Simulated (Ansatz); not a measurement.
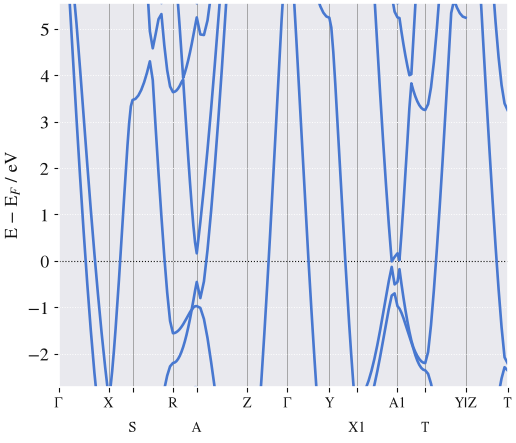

Band structure. Energies are counted from the Fermi level.

Calculation on Ge, space group Cmmm (No. 65), 1 atom in the primitive cell; a = 2.95 Å, b = 2.95 Å, c = 2.70 Å, α = 90.00°, β = 90.00°, γ = 123.51°.

Level of theory: PBEsol, Ansatz PAW, no spin polarisation, no spin-orbit coupling, 11×11×10 k mesh, 420 eV cutoff, Fermi-Dirac smearing of 0.05 eV; code Ansatz 0.2.0.

> Does this material conduct, going by its bands?

A metal: bands cross the Fermi level along this path.

> Which levels at T lie nearest to the Fermi level?

At T the nearest levels lie 2.20 eV below and 3.25 eV above the Fermi level.

The PAW data sets were made with another functional. The cell is at −4 GPa in this functional. This isn't the form of Ge at room conditions, which is diamond. Bands are joined in order of energy, so crossings between the computed points show as kinks or gaps. In reduced coordinates of the cell that was run, X is (0.322, 0.322, 0), S is (0, 0.5, 0), R is (0, 0.5, 0.5), A is (0.322, 0.322, 0.5), Z is (0, 0, 0.5), Y is (−0.5, 0.5, 0), X1 is (−0.322, 0.678, 0), A1 is (−0.322, 0.678, 0.5) and T is (−0.5, 0.5, 0.5).
